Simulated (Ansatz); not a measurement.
**Geometry relaxation, with input and output: WS2 (part 1 of 2)**

WS2 (P6₃/mmc, 6 atoms in the cell), computed with DFT LDA, scalar-relativistic, plane waves, PAW, no spin polarisation (Ansatz 0.2.0).

The structure derives from a Materials Project entry. Figures and captions count atoms from 1; the log counts them from 0 in places.

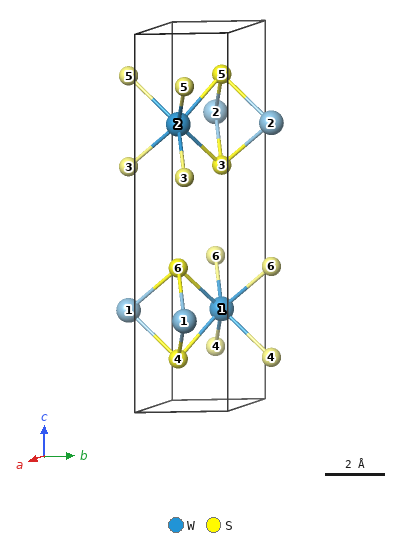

**Figure 1.** The structure as given in the input (ball-and-stick view of the cell of the calculation, seen slightly off an axis; neighbours outside the cell are drawn fainter; atoms are numbered from 1 in the order of the input). Near neighbours in the crystal (not all of them lie inside the picture): W has 6 S at 2.41 Å; S has 3 W at 2.41 Å.

Summary

```tsv
quantity	value
outcome	converged
space group (tolerance 0.01 Å)	P6₃/mmc (194)
electrons treated	52
free energy	−23743.3809 eV
Fermi energy	12.473 eV
gap on the k-point mesh	0.84 eV
pressure	0.00 GPa
final volume	102.98 Å³
largest force (length of the vector) at the end	0.001 eV/Å
final cell	a = 3.127 Å, b = 3.127 Å, c = 12.163 Å, α = 90.00°, β = 90.00°, γ = 120.00°
hardware	4 threads of AMD EPYC (Zen 3), 189 GiB of memory available, shared host
wall time	41 s (CPU time 2.1 min)
peak memory	0.51 GiB
```

Remarks

Spin–orbit coupling is left out, which matters for W.

Input
```yaml
crystal:
  lattice:
    - [3.18422289, 0.0, 0.0]
    - [-1.59211145, 2.75761792, 0.0]
    - [0.0, 0.0, 12.97828236]
  atoms:
    - { symbol: W, position: [0.33333333, 0.66666667, 0.25] }
    - { symbol: W, position: [0.66666667, 0.33333333, 0.75] }
    - { symbol: S, position: [0.33333333, 0.66666667, 0.62980494] }
    - { symbol: S, position: [0.66666667, 0.33333333, 0.12980494] }
    - { symbol: S, position: [0.33333333, 0.66666667, 0.87019506] }
    - { symbol: S, position: [0.66666667, 0.33333333, 0.37019506] }
basis:
  ecutwfc: 420
kpoints:
  mp_grid: { grid: [12, 12, 2] }
hamiltonian:
  xc: lda
scf:
  occupations: { method: gaussian, width: 0.02 }
output:
  forces: true
  stress: true
  eigenvalues: true
  write_density: true
  write_potential: true
  elf: true
  volumetric_format: npy
relax:
  adjacent_minimum: "off"
  f_tol: 0.005
  max_steps: 80
  cell: { stress_tol: 0.05 }
```

Run as:
```bash
ansatz run input.yaml --threads 4 --pin off --max-ram 8192MiB --backend cpu --events-out ev --progress --plain --runs-dir out
```

The program's output
```
Engine: ansatz 0.2.0, x86_64-unknown-linux-gnu
Pseudopotentials: kind: paw
Pseudopotential: W, paw, valence charge 14, recommended cutoff 420 eV (normal), W.paw.azcp
Pseudopotential: S, paw, valence charge 6, recommended cutoff 420 eV (normal), S.paw.azcp
Functional definition: SPW92
  exchange = slater_x
  correlation = pw_c
Crystal: 6 atoms, lattice volume = 113.961 Å³
Basis set: ecut = 420 eV, 2263 PW (Γ)
Bands: 32, of which v1, the nominal top of the filled ones, is band 26 counted from 1 (25 counted from 0)
Symmetry: 24 space group operations
Space group: P63/mmc (ITA 194), of the structure as read, at distance tolerance 4.8e-5 Å
k-points: 38 of 288
Non-local potential: W, projectors of the file, l = 0: 3, l = 1: 2, l = 2: 2, l = 3: 1
Non-local potential: S, projectors of the file, l = 0: 2, l = 1: 2, l = 2: 2
PAW form: soft (Blöchl's): semilocal exchange-correlation on the pseudo side does not see the compensation charge
PAW frozen core: W, regenerated for the run's functional, and the local potential with it (the file was generated under x = pbe(κ = 0.804, μ = 0.2195149727645171), c = pbe(β = 0.06672455060314922))
PAW frozen core: S, regenerated for the run's functional, and the local potential with it (the file was generated under x = pbe(κ = 0.804, μ = 0.2195149727645171), c = pbe(β = 0.06672455060314922))
PAW one-centre angular grid: W, 590 points (default); XC on 64 Gauss nodes
PAW one-centre angular grid: S, 110 points (default); XC on 64 Gauss nodes
Initial density: superposition of atomic densities (neutral atoms: chi_scale 0, normalization atom), corrected by the library's trained network
Initial wavefunctions: pseudopotential atomic-orbital guess
Functional: x = slater, c = lda
SCF iter   1: F=—  HF=-23743.286908 eV  |F-HF|=—  |Δ(HF+E_count)|=         —  Δρ=1.03e-2  dr2=2.33e-1  ethr=1.77e-3  ⟨swp⟩=6.5  Hψ=5694  notcnv=0
preconditioner: auto → Resta (q_TF=auto, 2.394 Å⁻¹)  ε∞=7.5  [insulator: Δε(μ)=1.124 eV  Ē_g=8.205 eV  σ=0.020 eV  W_gap=1.00  n_scr=26 (ndim 8)  ℏωp=20.9 eV  f_vac=0.046  D(μ)=0.00/eV (n_scr^D=0)  ε∞_Penn≈7.5]
SCF iter   2: F=—  HF=-23743.252653 eV  |F-HF|=—  |Δ(HF+E_count)|=   3.43e-2  Δρ=3.95e-3  dr2=8.04e-3  ethr=4.49e-4  ⟨swp⟩=2.3  Hψ=1799  notcnv=0  defer=56
SCF iter   3: F=—  HF=-23743.251861 eV  |F-HF|=—  |Δ(HF+E_count)|=   7.92e-4  Δρ=2.17e-3  dr2=2.27e-3  ethr=1.55e-5  ⟨swp⟩=2.0  Hψ=1801  notcnv=0  defer=56
SCF iter   4: F=—  HF=-23743.251914 eV  |F-HF|=—  |Δ(HF+E_count)|=   5.28e-5  Δρ=6.63e-4  dr2=2.51e-4  ethr=4.37e-6  ⟨swp⟩=1.0  Hψ=1160  notcnv=0  defer=56
SCF iter   5: F=—  HF=-23743.251914 eV  |F-HF|=—  |Δ(HF+E_count)|=   9.68e-9  Δρ=1.04e-4  dr2=1.68e-5  ethr=4.83e-7  ⟨swp⟩=2.3  Hψ=1827  notcnv=0  defer=56
SCF iter   6: F=—  HF=-23743.251914 eV  |F-HF|=—  |Δ(HF+E_count)|=   3.33e-9  Δρ=1.67e-5  dr2=4.96e-7  ethr=3.23e-8  ⟨swp⟩=2.0  Hψ=1488  notcnv=0  defer=56
SCF iter   7: F=-23743.251914 eV  HF=-23743.251914 eV  |F-HF|=5.82e-9  |Δ(HF+E_count)|=   3.00e-8  Δρ=3.23e-6  dr2=2.10e-8  ethr=1.92e-10  ⟨swp⟩=14.1  Hψ=9123  notcnv=0
SCF 1 converged in 7 iterations: F = -23743.251914 eV  dr2 = 2.10e-8
  greatest PAW one-centre occupation: 1.000 electrons in one spin orbital (limit 2), on the W atom at site 1 (counted from 0), in its partial waves of l = 0
relax step   1: F+E_penalty+E_count = -23743.25191434 eV  Δ(F+E_penalty+E_count) = +0.000e0 eV  max|allowed force component| = 3.272e-1 eV/Å  Δτ_max = 0.0000 Å  P = -5.716 GPa  Ω = 113.961 Å³  (7 SCF iters, dr2 threshold 1.00e-7 eV, accepted)
Crystal: 6 atoms, lattice volume = 98.833 Å³
Basis set: ecut = 420 eV, 1913 PW (Γ)
Initial density: handed on by an earlier stage of this run
Initial wavefunctions: those handed on with the density
iter 1 solved again at ethr=9.59e-4 eV; its pass at ethr=3.10e-3 eV (dr2=4.99e-1 eV) is discarded
SCF iter   1: F=—  HF=-23743.276975 eV  |F-HF|=—  |Δ(HF+E_count)|=         —  Δρ=1.14e-2  dr2=4.97e-1  ethr=9.59e-4  ⟨swp⟩=1.1  Hψ=7548  notcnv=0
preconditioner: auto → Resta (q_TF=auto, 2.451 Å⁻¹)  ε∞=7.7  [insulator: Δε(μ)=0.982 eV  Ē_g=8.688 eV  σ=0.020 eV  W_gap=1.00  n_scr=26 (ndim 8)  ℏωp=22.4 eV  f_vac=0.002  D(μ)=0.00/eV (n_scr^D=0)  ε∞_Penn≈7.7]
SCF iter   2: F=—  HF=-23743.198717 eV  |F-HF|=—  |Δ(HF+E_count)|=   7.83e-2  Δρ=6.44e-3  dr2=6.55e-2  ethr=9.55e-4  ⟨swp⟩=2.3  Hψ=1752  notcnv=0
SCF iter   3: F=—  HF=-23743.181115 eV  |F-HF|=—  |Δ(HF+E_count)|=   1.76e-2  Δρ=2.28e-3  dr2=1.75e-2  ethr=1.26e-4  ⟨swp⟩=2.0  Hψ=1946  notcnv=0
SCF iter   4: F=—  HF=-23743.177511 eV  |F-HF|=—  |Δ(HF+E_count)|=   3.60e-3  Δρ=8.10e-4  dr2=8.59e-4  ethr=3.37e-5  ⟨swp⟩=2.7  Hψ=1964  notcnv=0
SCF iter   5: F=—  HF=-23743.177372 eV  |F-HF|=—  |Δ(HF+E_count)|=   1.40e-4  Δρ=1.51e-4  dr2=2.47e-5  ethr=1.65e-6  ⟨swp⟩=2.0  Hψ=1888  notcnv=0
SCF iter   6: F=—  HF=-23743.177377 eV  |F-HF|=—  |Δ(HF+E_count)|=   5.57e-6  Δρ=2.22e-5  dr2=6.89e-7  ethr=4.75e-8  ⟨swp⟩=2.0  Hψ=1703  notcnv=0
SCF iter   7: F=-23743.177377 eV  HF=-23743.177377 eV  |F-HF|=1.20e-8  |Δ(HF+E_count)|=   1.70e-7  Δρ=4.94e-6  dr2=2.40e-8  ethr=1.15e-9  ⟨swp⟩=11.3  Hψ=9461  notcnv=0
SCF 2 converged in 7 iterations: F = -23743.177377 eV  dr2 = 2.40e-8
relax step   2: F+E_penalty+E_count = -23743.17737727 eV  Δ(F+E_penalty+E_count) = +7.454e-2 eV  max|allowed force component| = 1.997e-1 eV/Å  Δτ_max = 0.1213 Å  P = +5.768 GPa  Ω = 98.833 Å³  energy of the carried Pulay correction = +2.330e-3 eV  (7 SCF iters, dr2 threshold 6.00e-7 eV, rejected (line search))
Crystal: 6 atoms, lattice volume = 107.910 Å³
Basis set: ecut = 420 eV, 2071 PW (Γ)
iter 1 solved again at ethr=3.91e-4 eV; its pass at ethr=3.10e-3 eV (dr2=2.03e-1 eV) is discarded
SCF iter   1: F=—  HF=-23743.400657 eV  |F-HF|=—  |Δ(HF+E_count)|=         —  Δρ=7.18e-3  dr2=2.10e-1  ethr=3.91e-4  ⟨swp⟩=1.0  Hψ=6529  notcnv=0
preconditioner: auto → Resta (q_TF=auto, 2.416 Å⁻¹)  ε∞=7.4  [insulator: Δε(μ)=1.084 eV  Ē_g=8.493 eV  σ=0.020 eV  W_gap=1.00  n_scr=26 (ndim 8)  ℏωp=21.4 eV  f_vac=0.024  D(μ)=0.00/eV (n_scr^D=0)  ε∞_Penn≈7.4]
SCF iter   2: F=—  HF=-23743.366706 eV  |F-HF|=—  |Δ(HF+E_count)|=   3.40e-2  Δρ=4.08e-3  dr2=3.15e-2  ethr=3.91e-4  ⟨swp⟩=2.3  Hψ=1771  notcnv=0
SCF iter   3: F=—  HF=-23743.358430 eV  |F-HF|=—  |Δ(HF+E_count)|=   8.28e-3  Δρ=1.47e-3  dr2=9.83e-3  ethr=6.06e-5  ⟨swp⟩=2.0  Hψ=1901  notcnv=0
SCF iter   4: F=—  HF=-23743.356537 eV  |F-HF|=—  |Δ(HF+E_count)|=   1.89e-3  Δρ=5.74e-4  dr2=5.73e-4  ethr=1.89e-5  ⟨swp⟩=2.1  Hψ=1861  notcnv=0
SCF iter   5: F=—  HF=-23743.356464 eV  |F-HF|=—  |Δ(HF+E_count)|=   7.34e-5  Δρ=1.34e-4  dr2=1.67e-5  ethr=1.10e-6  ⟨swp⟩=2.0  Hψ=1866  notcnv=0
SCF iter   6: F=—  HF=-23743.356473 eV  |F-HF|=—  |Δ(HF+E_count)|=   8.98e-6  Δρ=2.37e-5  dr2=9.99e-7  ethr=3.21e-8  ⟨swp⟩=2.0  Hψ=1753  notcnv=0
SCF iter   7: F=—  HF=-23743.356474 eV  |F-HF|=—  |Δ(HF+E_count)|=   1.57e-6  Δρ=4.36e-6  dr2=2.16e-8  ethr=1.92e-9  ⟨swp⟩=2.0  Hψ=1851  notcnv=0
SCF iter   8: F=—  HF=-23743.356474 eV  |F-HF|=—  |Δ(HF+E_count)|=   1.73e-8  Δρ=8.18e-7  dr2=8.83e-10  ethr=4.16e-11  ⟨swp⟩=2.0  Hψ=1773  notcnv=0
SCF iter   9: F=-23743.356474 eV  HF=-23743.356474 eV  |F-HF|=3.64e-12  |Δ(HF+E_count)|=  3.97e-10  Δρ=1.33e-7  dr2=2.94e-11  ethr=1.00e-12  ⟨swp⟩=7.4  Hψ=6601  notcnv=0
SCF 3 converged in 9 iterations: F = -23743.356474 eV  dr2 = 2.94e-11
relax step   3: F+E_penalty+E_count = -23743.35647418 eV  Δ(F+E_penalty+E_count) = -1.046e-1 eV  max|allowed force component| = 1.214e-1 eV/Å  Δτ_max = 0.0440 Å  P = -1.777 GPa  Ω = 107.910 Å³  energy of the carried Pulay correction = +8.939e-4 eV  (9 SCF iters, accepted)
Crystal: 6 atoms, lattice volume = 104.300 Å³
Basis set: ecut = 420 eV, 2033 PW (Γ)
iter 1 solved again at ethr=3.02e-5 eV; its pass at ethr=3.10e-3 eV (dr2=1.57e-2 eV) is discarded
SCF iter   1: F=—  HF=-23743.381517 eV  |F-HF|=—  |Δ(HF+E_count)|=         —  Δρ=3.01e-3  dr2=1.44e-2  ethr=3.02e-5  ⟨swp⟩=2.1  Hψ=6946  notcnv=0
preconditioner: auto → Resta (q_TF=auto, 2.429 Å⁻¹)  ε∞=7.5  [insulator: Δε(μ)=0.939 eV  Ē_g=8.547 eV  σ=0.020 eV  W_gap=1.00  n_scr=26 (ndim 8)  ℏωp=21.8 eV  f_vac=0.008  D(μ)=0.00/eV (n_scr^D=0)  ε∞_Penn≈7.5]
SCF iter   2: F=—  HF=-23743.378742 eV  |F-HF|=—  |Δ(HF+E_count)|=   2.78e-3  Δρ=1.69e-3  dr2=3.63e-3  ethr=2.77e-5  ⟨swp⟩=2.3  Hψ=1661  notcnv=0
SCF iter   3: F=—  HF=-23743.377784 eV  |F-HF|=—  |Δ(HF+E_count)|=   9.58e-4  Δρ=4.57e-4  dr2=7.06e-4  ethr=6.98e-6  ⟨swp⟩=2.1  Hψ=1807  notcnv=0
SCF iter   4: F=—  HF=-23743.377679 eV  |F-HF|=—  |Δ(HF+E_count)|=   1.05e-4  Δρ=1.81e-4  dr2=5.02e-5  ethr=1.36e-6  ⟨swp⟩=2.0  Hψ=1561  notcnv=0
SCF iter   5: F=—  HF=-23743.377679 eV  |F-HF|=—  |Δ(HF+E_count)|=   3.85e-7  Δρ=4.05e-5  dr2=1.81e-6  ethr=9.66e-8  ⟨swp⟩=2.1  Hψ=1860  notcnv=0
SCF iter   6: F=-23743.377679 eV  HF=-23743.377679 eV  |F-HF|=2.24e-8  |Δ(HF+E_count)|=   7.30e-7  Δρ=6.14e-6  dr2=3.84e-8  ethr=1.15e-9  ⟨swp⟩=12.0  Hψ=9666  notcnv=0
SCF 4 converged in 6 iterations: F = -23743.377679 eV  dr2 = 3.84e-8
relax step   4: F+E_penalty+E_count = -23743.37767926 eV  Δ(F+E_penalty+E_count) = -2.121e-2 eV  max|allowed force component| = 2.967e-2 eV/Å  Δτ_max = 0.0377 Å  P = +0.227 GPa  Ω = 104.300 Å³  energy of the carried Pulay correction = +1.451e-3 eV  (6 SCF iters, dr2 threshold 6.00e-7 eV, accepted)
Crystal: 6 atoms, lattice volume = 102.150 Å³
Basis set: ecut = 420 eV, 1997 PW (Γ)
iter 1 solved again at ethr=1.04e-5 eV; its pass at ethr=3.10e-3 eV (dr2=5.41e-3 eV) is discarded
SCF iter   1: F=—  HF=-23743.382890 eV  |F-HF|=—  |Δ(HF+E_count)|=         —  Δρ=2.50e-3  dr2=5.00e-3  ethr=1.04e-5  ⟨swp⟩=2.3  Hψ=7274  notcnv=0
preconditioner: auto → Resta (q_TF=auto, 2.438 Å⁻¹)  ε∞=7.6  [insulator: Δε(μ)=0.814 eV  Ē_g=8.571 eV  σ=0.020 eV  W_gap=1.00  n_scr=26 (ndim 8)  ℏωp=22.0 eV  f_vac=0.004  D(μ)=0.00/eV (n_scr^D=0)  ε∞_Penn≈7.6]
SCF iter   2: F=—  HF=-23743.381805 eV  |F-HF|=—  |Δ(HF+E_count)|=   1.09e-3  Δρ=1.35e-3  dr2=1.67e-3  ethr=9.62e-6  ⟨swp⟩=1.0  Hψ=1216  notcnv=0
SCF iter   3: F=—  HF=-23743.381349 eV  |F-HF|=—  |Δ(HF+E_count)|=   4.56e-4  Δρ=2.90e-4  dr2=1.35e-4  ethr=3.21e-6  ⟨swp⟩=2.0  Hψ=1694  notcnv=0
SCF iter   4: F=—  HF=-23743.381332 eV  |F-HF|=—  |Δ(HF+E_count)|=   1.64e-5  Δρ=1.19e-4  dr2=3.34e-5  ethr=2.59e-7  ⟨swp⟩=2.2  Hψ=1750  notcnv=0
SCF iter   5: F=—  HF=-23743.381330 eV  |F-HF|=—  |Δ(HF+E_count)|=   2.43e-6  Δρ=3.23e-5  dr2=1.96e-6  ethr=6.42e-8  ⟨swp⟩=2.3  Hψ=1614  notcnv=0
SCF iter   6: F=-23743.381330 eV  HF=-23743.381330 eV  |F-HF|=2.00e-8  |Δ(HF+E_count)|=   1.47e-7  Δρ=5.17e-6  dr2=3.19e-8  ethr=1.15e-9  ⟨swp⟩=11.1  Hψ=9305  notcnv=0
the search or the solves at the SCF's close seem to have found levels that the self-consistency loop had missed (the run counts 2). By its estimate they hold under 1e-12 electrons; where the run keeps them, the occupations were computed again with them
SCF 5 converged in 6 iterations: F = -23743.381330 eV  dr2 = 3.19e-8
relax step   5: F+E_penalty+E_count = -23743.38133021 eV  Δ(F+E_penalty+E_count) = -3.651e-3 eV  max|allowed force component| = 2.267e-2 eV/Å  Δτ_max = 0.0339 Å  P = +0.587 GPa  Ω = 102.150 Å³  energy of the carried Pulay correction = +1.792e-3 eV  (6 SCF iters, dr2 threshold 6.00e-7 eV, accepted)
Crystal: 6 atoms, lattice volume = 103.030 Å³
Basis set: ecut = 420 eV, 2009 PW (Γ)
iter 1 solved again at ethr=1.95e-6 eV; its pass at ethr=3.10e-3 eV (dr2=1.02e-3 eV) is discarded
SCF iter   1: F=—  HF=-23743.382468 eV  |F-HF|=—  |Δ(HF+E_count)|=         —  Δρ=7.81e-4  dr2=9.74e-4  ethr=1.95e-6  ⟨swp⟩=3.0  Hψ=6464  notcnv=0
preconditioner: auto → Resta (q_TF=auto, 2.434 Å⁻¹)  ε∞=7.6  [insulator: Δε(μ)=0.851 eV  Ē_g=8.544 eV  σ=0.020 eV  W_gap=1.00  n_scr=26 (ndim 8)  ℏωp=21.9 eV  f_vac=0.008  D(μ)=0.00/eV (n_scr^D=0)  ε∞_Penn≈7.6]
SCF iter   2: F=—  HF=-23743.382278 eV  |F-HF|=—  |Δ(HF+E_count)|=   1.90e-4  Δρ=4.39e-4  dr2=2.48e-4  ethr=1.87e-6  ⟨swp⟩=2.1  Hψ=1671  notcnv=0
SCF iter   3: F=—  HF=-23743.382211 eV  |F-HF|=—  |Δ(HF+E_count)|=   6.71e-5  Δρ=1.16e-4  dr2=4.55e-5  ethr=4.78e-7  ⟨swp⟩=2.0  Hψ=1742  notcnv=0
SCF iter   4: F=—  HF=-23743.382205 eV  |F-HF|=—  |Δ(HF+E_count)|=   6.61e-6  Δρ=4.73e-5  dr2=3.31e-6  ethr=8.76e-8  ⟨swp⟩=2.0  Hψ=1577  notcnv=0
SCF iter   5: F=-23743.382205 eV  HF=-23743.382205 eV  |F-HF|=9.28e-9  |Δ(HF+E_count)|=   1.40e-7  Δρ=1.07e-5  dr2=1.23e-7  ethr=1.15e-9  ⟨swp⟩=11.8  Hψ=9828  notcnv=0
SCF 6 converged in 5 iterations: F = -23743.382205 eV  dr2 = 1.23e-7
relax step   6: F+E_penalty+E_count = -23743.38220455 eV  Δ(F+E_penalty+E_count) = -8.743e-4 eV  max|allowed force component| = 3.205e-3 eV/Å  Δτ_max = 0.0100 Å  P = +0.032 GPa  Ω = 103.030 Å³  energy of the carried Pulay correction = +1.651e-3 eV  (5 SCF iters, dr2 threshold 6.00e-7 eV, accepted)
Crystal: 6 atoms, lattice volume = 102.981 Å³
iter 1 solved again at ethr=3.77e-8 eV; its pass at ethr=3.10e-3 eV (dr2=1.96e-5 eV) is discarded
SCF iter   1: F=—  HF=-23743.382260 eV  |F-HF|=—  |Δ(HF+E_count)|=         —  Δρ=1.21e-4  dr2=1.50e-5  ethr=3.77e-8  ⟨swp⟩=3.2  Hψ=6643  notcnv=0
preconditioner: auto → Resta (q_TF=auto, 2.435 Å⁻¹)  ε∞=7.6  [insulator: Δε(μ)=0.844 eV  Ē_g=8.544 eV  σ=0.020 eV  W_gap=1.00  n_scr=26 (ndim 8)  ℏωp=22.0 eV  f_vac=0.007  D(μ)=0.00/eV (n_scr^D=0)  ε∞_Penn≈7.6]
SCF iter   2: F=—  HF=-23743.382257 eV  |F-HF|=—  |Δ(HF+E_count)|=   2.70e-6  Δρ=6.01e-5  dr2=2.22e-6  ethr=2.88e-8  ⟨swp⟩=2.4  Hψ=1585  notcnv=0
SCF iter   3: F=—  HF=-23743.382256 eV  |F-HF|=—  |Δ(HF+E_count)|=   5.13e-7  Δρ=2.42e-5  dr2=4.93e-7  ethr=4.27e-9  ⟨swp⟩=2.5  Hψ=1882  notcnv=0
SCF iter   4: F=-23743.382256 eV  HF=-23743.382256 eV  |F-HF|=1.19e-9  |Δ(HF+E_count)|=   1.04e-7  Δρ=3.61e-6  dr2=1.57e-8  ethr=3.84e-11  ⟨swp⟩=7.2  Hψ=8517  notcnv=0
SCF 7 converged in 4 iterations: F = -23743.382256 eV  dr2 = 1.57e-8
relax step   7: F+E_penalty+E_count = -23743.38225623 eV  Δ(F+E_penalty+E_count) = -5.169e-5 eV  max|allowed force component| = 1.118e-3 eV/Å  Δτ_max = 0.0012 Å  P = +0.008 GPa  Ω = 102.981 Å³  energy of the carried Pulay correction = +1.659e-3 eV  (4 SCF iters, dr2 threshold 2.00e-8 eV, accepted)
Initial wavefunctions: pseudopotential atomic-orbital guess (no wavefunctions were taken with the density)
iter 1 solved again at ethr=2.46e-7 eV; its pass at ethr=3.10e-3 eV (dr2=1.28e-4 eV) is discarded
SCF iter   1: F=—  HF=-23743.380897 eV  |F-HF|=—  |Δ(HF+E_count)|=         —  Δρ=1.20e-4  dr2=1.86e-6  ethr=2.46e-7  ⟨swp⟩=3.1  Hψ=8953  notcnv=0
preconditioner: auto → Resta (q_TF=auto, 2.435 Å⁻¹)  ε∞=7.6  [insulator: Δε(μ)=0.844 eV  Ē_g=8.543 eV  σ=0.020 eV  W_gap=1.00  n_scr=26 (ndim 8)  ℏωp=22.0 eV  f_vac=0.007  D(μ)=0.00/eV (n_scr^D=0)  ε∞_Penn≈7.6]
SCF iter   2: F=—  HF=-23743.380897 eV  |F-HF|=—  |Δ(HF+E_count)|=   4.41e-7  Δρ=6.31e-5  dr2=5.03e-7  ethr=3.57e-9  ⟨swp⟩=2.1  Hψ=1851  notcnv=0
SCF iter   3: F=—  HF=-23743.380897 eV  |F-HF|=—  |Δ(HF+E_count)|=   1.17e-7  Δρ=2.94e-6  dr2=1.40e-8  ethr=9.68e-10  ⟨swp⟩=2.6  Hψ=1810  notcnv=0
SCF iter   4: F=—  HF=-23743.380897 eV  |F-HF|=—  |Δ(HF+E_count)|=   1.14e-9  Δρ=1.19e-6  dr2=7.24e-10  ethr=2.69e-11  ⟨swp⟩=2.1  Hψ=1722  notcnv=0
SCF iter   5: F=—  HF=-23743.380897 eV  |F-HF|=—  |Δ(HF+E_count)|=  6.55e-11  Δρ=2.19e-7  dr2=7.54e-11  ethr=1.00e-12  ⟨swp⟩=7.2  Hψ=6588  notcnv=0
SCF iter   6: F=-23743.380897 eV  HF=-23743.380897 eV  |F-HF|=3.64e-12  |Δ(HF+E_count)|=  2.55e-11  Δρ=8.17e-8  dr2=1.04e-11  ethr=1.00e-12  ⟨swp⟩=6.0  Hψ=5390  notcnv=0
SCF 8 converged in 6 iterations: F = -23743.380897 eV  dr2 = 1.04e-11
relax step   8: F+E_penalty+E_count = -23743.38089701 eV  Δ(F+E_penalty+E_count) = +1.359e-3 eV  max|allowed force component| = 1.398e-3 eV/Å  Δτ_max = 0.0000 Å  P = +0.003 GPa  Ω = 102.981 Å³  stress off target by 3.99e-3 GPa  SCF on the basis re-selected at this cell (its energy is not comparable with the rows above)  (6 SCF iters)
```

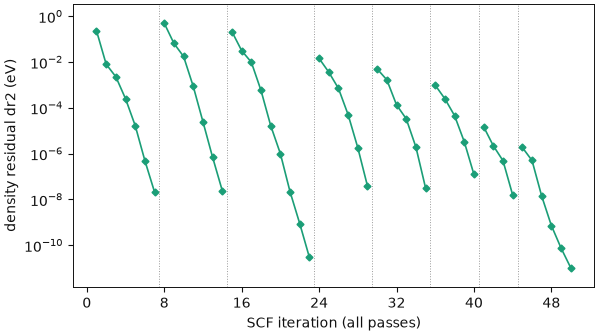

**Figure 2.** Convergence of the self-consistent field: density residual dr2 against the SCF iteration. The dotted lines part the SCF passes of the relaxation: geometry steps, rejected trials and re-solves on a re-selected basis. The 8 passes take 4 to 9 iterations each, 50 in all.
